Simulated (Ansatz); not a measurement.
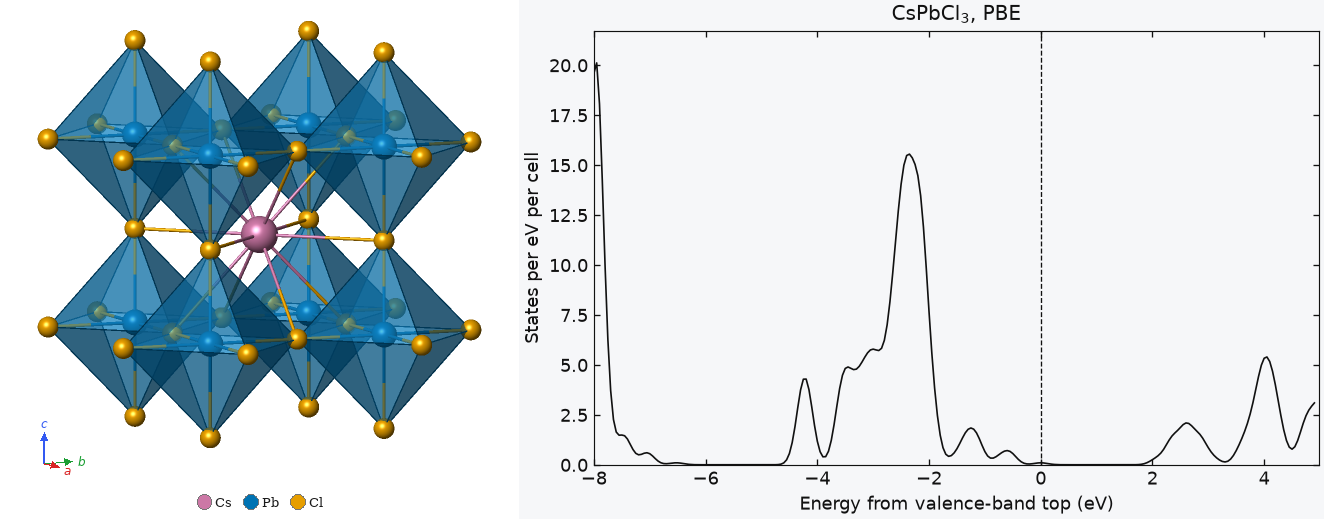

Density of states of CsPbCl₃, space group Pm-3m (No. 221), 5 atoms in the cell, beside the structure. Computed with Ansatz: DFT, PBE, plane waves, PAW, no spin polarisation, 4×4×4 k mesh. Energies are counted from the top of the valence band. The curve is built from the levels of the k mesh with Gaussians 0.3 eV wide, which also blur the band edges.

There is a gap; over the k points computed it is 2.09 eV (direct among those points). The upper group of valence states starts about 4.3 eV under the valence-band top, with a gap beneath it; it holds about 18 electrons a cell. Within the window shown, the tallest peak of the filled states lies 2.3 eV under the valence-band top, at about 16 states per eV and cell.

Spin-orbit coupling is left out, which matters for Pb.
